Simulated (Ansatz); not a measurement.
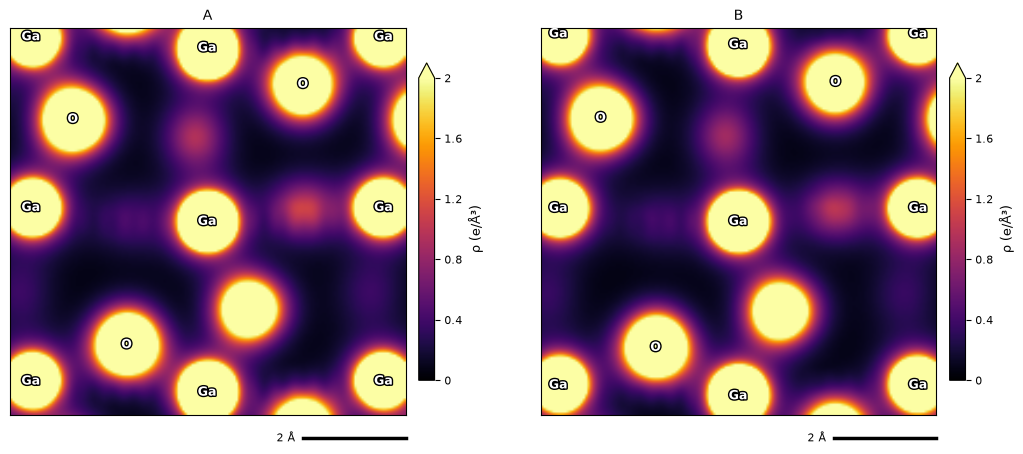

Ga2O3. The valence charge density (pseudo) of two cells that differ in size, on the (011) plane of each (indices in the axes of the calculation cell), at one length scale and on one colour scale: B has 8.3 Å³ an atom and A 7.8.

The calculation used DFT, PBE, plane-wave PAW, default files, scalar-relativistic, frozen cores (Ansatz 0.2.0).

In a PAW calculation such maps are meaningful between the atoms, not at the nuclei.

> What changes from the larger cell to the smaller?

From the larger cell to the smaller, Ga–O goes from 1.87 to 1.83 Å, and the density at its midpoint from 0.79 to 0.85 e/Å³; the pressure goes from 48 to 75 GPa; the Kohn–Sham gap goes from 3.9 eV to 4.6 eV.
